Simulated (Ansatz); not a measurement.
**Single-point calculation of C**

- system: C (slab, 6 atoms in the cell)
- method: DFT PBE+D3(BJ), scalar-relativistic, plane waves, PAW, no spin polarisation (Ansatz 0.2.0)

The structure derives from a Materials Project entry.

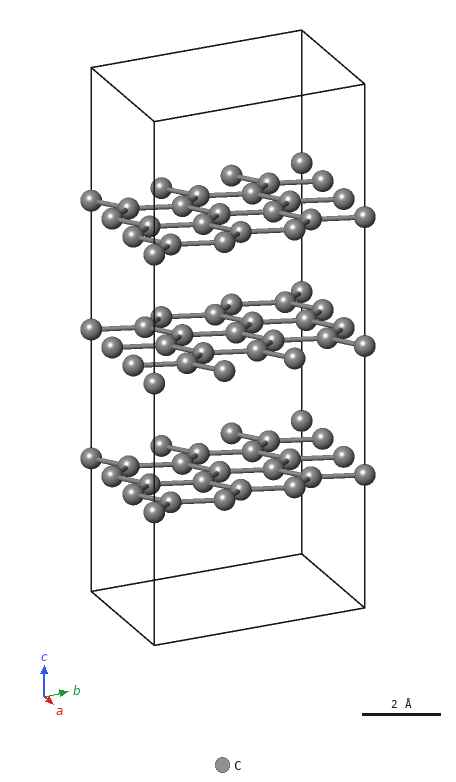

The structure (ball-and-stick view of the 3 × 3 repeat of the cell, with the vacuum cut short, seen slightly off an axis). Near neighbours in the crystal (not all of them lie inside the picture): C has 3 C at 1.42 Å.

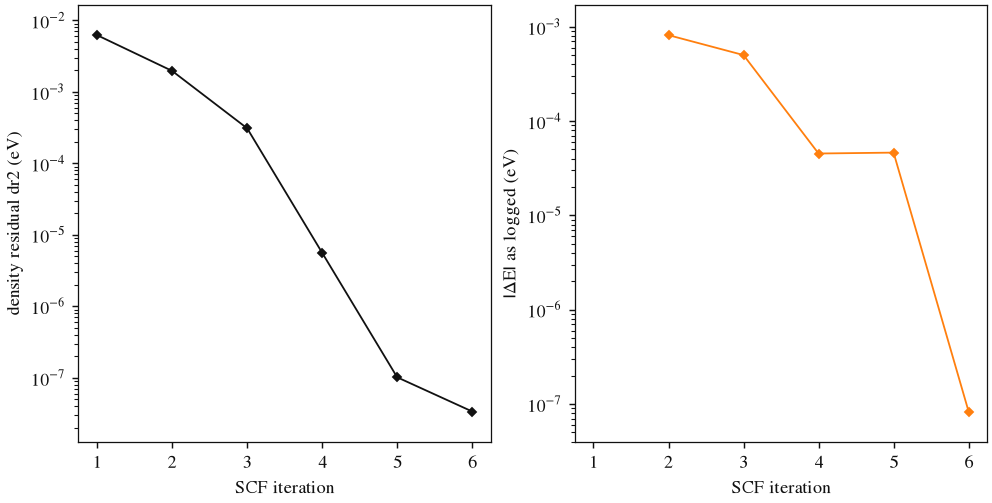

Convergence of the self-consistent field: density residual dr2 and size of the energy change against the SCF iteration. The residual falls at every step.

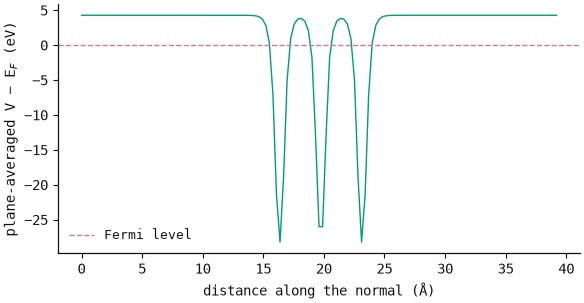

Plane average of the electrostatic potential energy of an electron across the cell, from the Fermi level. The vacuum level lies 4.28 eV above the Fermi level.

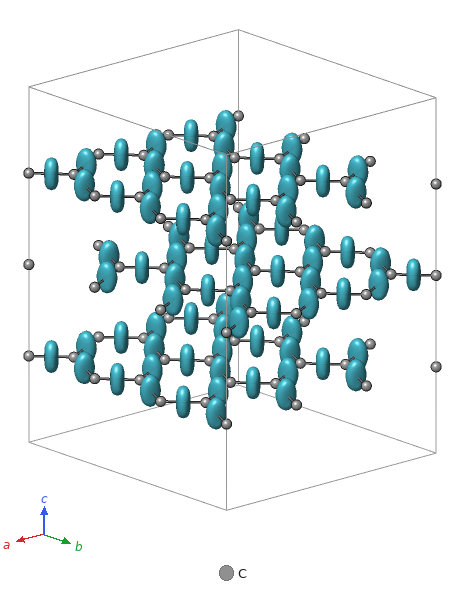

Isosurface of the ELF at 0.85 (cyan), seen at an oblique angle. Only the valence region is drawn (cores and ρ < 0.01 e/Å³ removed). Sticks mark near contacts. Counts are for one cell; the picture repeats the cell along the surface. Along the contacts the grid gives the following. C–C (1.42 Å): the ELF peaks at about 0.95 between the atoms, which marks a shared electron pair. Core electrons are frozen (PAW), so the fields are smoothed inside the atomic spheres.

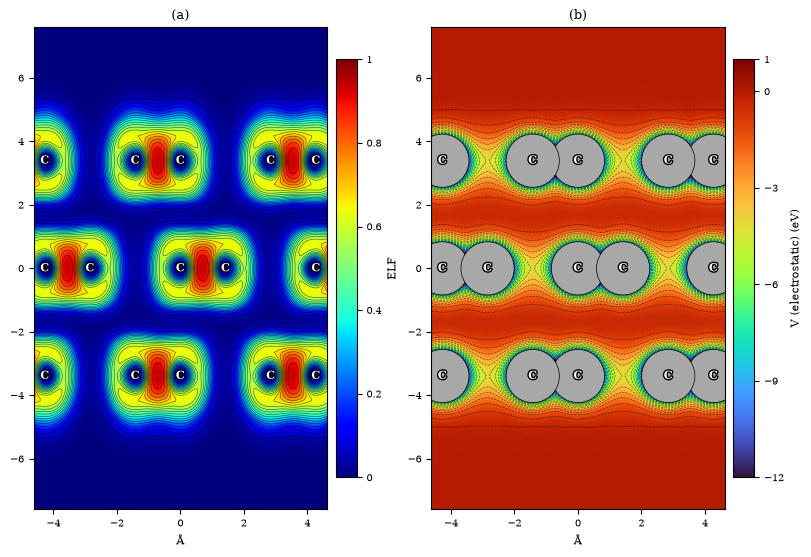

(a) ELF; (b) electrostatic potential energy of an electron on the (110) plane of the calculation cell, a cut from vacuum to vacuum. Grey discs, where drawn, cover atomic cores. The plane passes through C nuclei. C–C (1.42 Å): the ELF peaks at about 0.95 between the atoms (localised, shared-pair bonding).

The input that produced these results follows, with the program's output.

Input file
```yaml
crystal:
  lattice:
    - [2.4651680862, 0.0, 0.0]
    - [-1.2325840431, 2.1348981873, 0.0]
    - [0.0, 0.0, 39.4883459114]
  atoms:
    - { symbol: C, position: [0.0, 0.0, 0.414119026] }
    - { symbol: C, position: [0.6666666667, 0.3333333333, 0.4141082051] }
    - { symbol: C, position: [0.0, 0.0, 0.5] }
    - { symbol: C, position: [0.3333333333, 0.6666666667, 0.5] }
    - { symbol: C, position: [0.0, 0.0, 0.585880974] }
    - { symbol: C, position: [0.6666666667, 0.3333333333, 0.5858917949] }
  periodic: [true, true, false]
basis:
  ecutwfc: 420
kpoints:
  mp_grid: { grid: [18, 18, 1] }
  band_path:
    path:
      - [0.0, 0.0, 0.0]
      - [0.05, 0.0, 0.0]
      - [0.1, 0.0, 0.0]
      - [0.15, 0.0, 0.0]
      - [0.2, 0.0, 0.0]
      - [0.25, 0.0, 0.0]
      - [0.3, 0.0, 0.0]
      - [0.35, 0.0, 0.0]
      - [0.4, 0.0, 0.0]
      - [0.45, 0.0, 0.0]
      - [0.5, 0.0, 0.0]
      - [0.4833333333, 0.0333333333, 0.0]
      - [0.4666666667, 0.0666666667, 0.0]
      - [0.45, 0.1, 0.0]
      - [0.4333333333, 0.1333333333, 0.0]
      - [0.4166666667, 0.1666666667, 0.0]
      - [0.4, 0.2, 0.0]
      - [0.3833333333, 0.2333333333, 0.0]
      - [0.3666666667, 0.2666666667, 0.0]
      - [0.35, 0.3, 0.0]
      - [0.3333333333, 0.3333333333, 0.0]
      - [0.3, 0.3, 0.0]
      - [0.2666666667, 0.2666666667, 0.0]
      - [0.2333333333, 0.2333333333, 0.0]
      - [0.2, 0.2, 0.0]
      - [0.1666666667, 0.1666666667, 0.0]
      - [0.1333333333, 0.1333333333, 0.0]
      - [0.1, 0.1, 0.0]
      - [0.0666666667, 0.0666666667, 0.0]
      - [0.0333333333, 0.0333333333, 0.0]
    npoints: 1
hamiltonian:
  xc: pbe
  dispersion: d3bj
scf:
  occupations: { method: gaussian, width: 0.1 }
  n_extra_bands: 6
output:
  forces: true
  stress: true
  eigenvalues: true
  write_density: true
  write_potential: true
  elf: true
  volumetric_format: npy
```

Run as:
```bash
ansatz run input.yaml --threads 1 --pin off --max-ram 2560MiB --backend cpu --events-out ev --progress --plain --runs-dir out
```

Log
```
scf.n_extra_bands = 6 over 12 filled bands (N_el = 24.0): the run solves 18 bands
Engine: ansatz 0.2.0, x86_64-unknown-linux-gnu
Pseudopotentials: kind: paw
Pseudopotential: C, paw, valence charge 4, recommended cutoff 420 eV (normal), C.paw.azcp
Functional definition: PBE
  parameter kappa = 0.804
  parameter beta = 0.06672455060314922
  exchange = pbe_x(kappa = kappa, mu = beta*pi^2/3)
  correlation = pbe_c(beta = beta)
Crystal: 6 atoms, lattice volume = 207.823 Å³
Basis set: ecut = 420 eV, 3917 PW (Γ), exchange–correlation on 36×36×540 points (8 copies of the dense FFT grid, shifted against one another)
Bands: 18, of which v1, the nominal top of the filled ones, is band 12 counted from 1 (11 counted from 0)
Symmetry: 12 space group operations
Space group: P-6m2 (ITA 187), of the structure as read, at distance tolerance 5.9e-5 Å
k-points: 37 of 324 (time reversal used)
Non-local potential: C, projectors of the file, l = 0: 2, l = 1: 2, l = 2: 1
PAW form: soft (Blöchl's): semilocal exchange-correlation on the pseudo side does not see the compensation charge
PAW one-centre angular grid: C, 110 points (default); XC on 64 Gauss nodes
Initial density: superposition of atomic densities (neutral atoms: chi_scale 0, normalization atom), corrected by the library's trained network
Initial wavefunctions: pseudopotential atomic-orbital guess
Functional: x = pbe(κ = 0.804, μ = 0.2195149727645171), c = pbe(β = 0.06672455060314922)
SCF iter   1: F=—  HF=-1506.387579 eV  |F-HF|=—  |Δ(HF+E_count)|=         —  Δρ=1.64e-3  dr2=6.20e-3  ethr=1.77e-3  ⟨swp⟩=12.0  Hψ=5773  notcnv=0
preconditioner: auto → LDOS  [metal: Δε(μ)=0.032 eV  Ē_g=15.035 eV  σ=0.100 eV  W_gap=0.18  n_scr=22 (ndim 8)  ℏωp=12.6 eV  f_vac=0.729  D(μ)=0.27/eV (n_scr^D=6)  β→1.0]
SCF iter   2: F=—  HF=-1506.388394 eV  |F-HF|=—  |Δ(HF+E_count)|=   8.15e-4  Δρ=5.90e-4  dr2=1.96e-3  ethr=2.59e-5  ⟨swp⟩=3.5  Hψ=1957  notcnv=0  defer=40
SCF iter   3: F=—  HF=-1506.387893 eV  |F-HF|=—  |Δ(HF+E_count)|=   5.01e-4  Δρ=2.16e-4  dr2=3.09e-4  ethr=8.18e-6  ⟨swp⟩=2.9  Hψ=1292  notcnv=0  defer=41
SCF iter   4: F=—  HF=-1506.387848 eV  |F-HF|=—  |Δ(HF+E_count)|=   4.53e-5  Δρ=4.99e-5  dr2=5.61e-6  ethr=1.29e-6  ⟨swp⟩=2.8  Hψ=1140  notcnv=0  defer=40
SCF iter   5: F=—  HF=-1506.387894 eV  |F-HF|=—  |Δ(HF+E_count)|=   4.63e-5  Δρ=8.15e-6  dr2=1.02e-7  ethr=2.34e-8  ⟨swp⟩=2.9  Hψ=1312  notcnv=0  defer=40
SCF iter   6: F=-1506.387895 eV  HF=-1506.387895 eV  |F-HF|=6.90e-9  |Δ(HF+E_count)|=   8.33e-8  Δρ=4.40e-6  dr2=3.39e-8  ethr=4.17e-10  ⟨swp⟩=25.3  Hψ=7677  notcnv=0
SCF 1 converged in 6 iterations: F = -1506.387895 eV  dr2 = 3.39e-8
  greatest PAW one-centre occupation: 0.673 electrons in one spin orbital (limit 2), on the C atom at site 2 (counted from 0), in its partial waves of l = 0
NSCF: frozen V_eff on 30 k-points
WARN: The output density's exchange-correlation potential varies sharply where the density is thin. Do not read a vacuum level from v_tot or v_xc, or from such a field of the output density. On a cell that repeats whose density bears no net charge and no dipole along the vacuum's axis use v_es (v_loc + v_h of the components); under efield.dipole_correction with no amplitude use v_es + v_field, which holds any external_charges[].barrier, or the levels of the report's work_function block, which leave it out; under a non-zero efield.amplitude the vacuum is tilted and has no level; on a cell that repeats and bears such a dipole with no correction it is tilted too, and efield.dipole_correction with no amplitude gives each side of its ramp a level where efield: is served; in a cell that repeats whose density bears a net charge (total_charge, or a fill off its count) it is curved and has none; of a slab under crystal.periodic whose density bears no net charge use v_es, which has a level on each side, short of where the two are joined; of another it falls or rises all the way out and has none; of a slab beside external_charges read slab_vacuum_level instead, which it has where they leave it neutral. The grid or the basis barely resolves most such structure, and the values can differ between equally converged runs; as a rule a tighter scf.convergence.dr2_threshold does not remove it. Where the density itself ripples (under the LDA too) a higher basis.ecutwfc lessens it. The files hold the spikes' plane waves up to the density's cutoff. Files: v_tot_of_output_density and the like, and their columns of v_z.tsv (output.write_potential); v_xc_of_output_density and the like, and their columns of v_comp_z.tsv (output.write_potential_components). Measured: with its Gaussian average of σ = 0.25 Å subtracted twice, the exchange-correlation potential is over 0.1 eV at 40 of the grid points where the equally averaged density (valence and model cores) is under 1e-3 e/Å³, and 0.370 eV at the most among them, at an averaged density of 1.6e-7 e/Å³. The input density's (outcome.potential() and, of a run that writes arrays, v_tot and v_xc) is over 0.1 eV, so measured, at 8 points of its own thin density, 0.265 eV at the most. See output.write_potential in the manual, Limitations
SCF converged after 6 iterations
Free energy (F): -1506.387895 eV
Harris-Foulkes:  -1506.387895 eV  (|F-HF|=6.90e-9)
Internal energy: -1506.386510 eV  (E = F + TS)
E sigma→0 (E₀):  -1506.387202 eV
Entropy (-TS):   -0.001384 eV (-0.231 meV/atom)
Fermi energy:    -4.278746 eV
--- Per-component energies (eV) ---
  E_band       = -321.909933
  E_kinetic    = 545.420570
  E_local      = -66703.453402  (includes V_loc(G=0)·N_el)
  E_nonlocal   = 163.805032
  E_hartree    = 33034.849176
  E_xc         = -287.995545
  E_vxc        = -356.566850  (∫ρ·V_xc dr)
  E_paw        = -596.064130  (= ΣΔE_a)
  E_vpaw       = -40.821380  (= ΣTr[D̂ρ^β])
  E_aug_tail   = 0.000045  (compensation charges beyond the density's cutoff)
  E_ewald      = 32337.833263
  E_disp       = -0.781519  (pairwise vdW)
  E_smearing   = -0.001384  (= −TS)
  E_closure    = -0.000000  (closes the sum)
  Σ components = -1506.387895   (vs F -1506.387895, Δ=0.00e0)
--- Forces (eV/Å), atoms counted from 1 ---
  atom   1  C      0.00000000    -0.00000000    -0.00018676
  atom   2  C     -0.00000000     0.00000000     0.00027686
  atom   3  C      0.00000000     0.00000000    -0.00000000
  atom   4  C     -0.00000000    -0.00000000     0.00000000
  atom   5  C      0.00000000    -0.00000000     0.00018676
  atom   6  C      0.00000000     0.00000000    -0.00027686
  max |Σ_I F_I| component: 1.48e-16 eV/Å
--- 2D stress c σ (N/m, compression-positive) ---
        0.018621      -0.000000       0.000000
       -0.000000       0.018621       0.000000
        0.000000       0.000000       0.000000
  P = ½ c Tr σ = 0.0186 N/m
--- Band table (eV; the first three rows and the last of 37) ---
  k-point 0: bands = ["-23.8877", "-23.7925", "-23.6923", "-12.5179", "-11.9016", "-11.2118", "-7.3077", "-7.3077", "-7.3048", "-7.3048", "-7.2948", "-7.2948", "-0.7794 (-0.7796°)", "-0.6101 (-0.6108°)", "0.3425", "0.4290", "1.0576", "1.5709"]
  k-point 1: bands = ["-23.8143", "-23.7196", "-23.6199", "-12.4290", "-11.8144", "-11.1267", "-7.6083", "-7.6029", "-7.5909", "-7.4660", "-7.4614", "-7.4500", "-0.6814 (-0.6817°)", "-0.5111 (-0.5117°)", "0.4427", "0.5302", "1.1520", "1.6706"]
  k-point 2: bands = ["-23.5946", "-23.5012", "-23.4027", "-12.1631", "-11.5536", "-10.8724", "-8.4324", "-8.4216", "-8.4046", "-7.8852", "-7.8779", "-7.8637", "-0.3877 (-0.3879°)", "-0.2141 (-0.2147°)", "0.7430", "0.8335", "1.4352", "1.9697"]
  k-point 36: bands = ["-16.9287", "-16.8694", "-16.8673", "-16.8664", "-16.8619", "-16.8062", "-14.8355", "-14.8333", "-14.8295", "-4.7104", "-4.2888", "-4.2823", "-4.2765", "-4.2674", "-3.8168", "6.0949", "6.2602", "6.5617"]
  ° read free of the cell's end (the report's vacuum.weakly_bound_levels)
```

Summary

- outcome: converged
- electrons treated: 24
- free energy: −1506.3879 eV
- work function, top face: 4.28 eV
- work function, bottom face: 4.28 eV
- Fermi energy: −4.279 eV
- gap on the k-point mesh: none (metallic)
- gap on the band path: 0.01 eV
- work function (upper face): 4.28 eV
- largest force (length of the vector): under 0.001 eV/Å
- hardware: 1 thread of Intel Xeon (Granite Rapids), 192 GiB of memory available, shared host
- wall time: 13 s
- peak memory: 0.46 GiB

Remarks

The program warns: the exchange-correlation potential is rough where the density is thin.
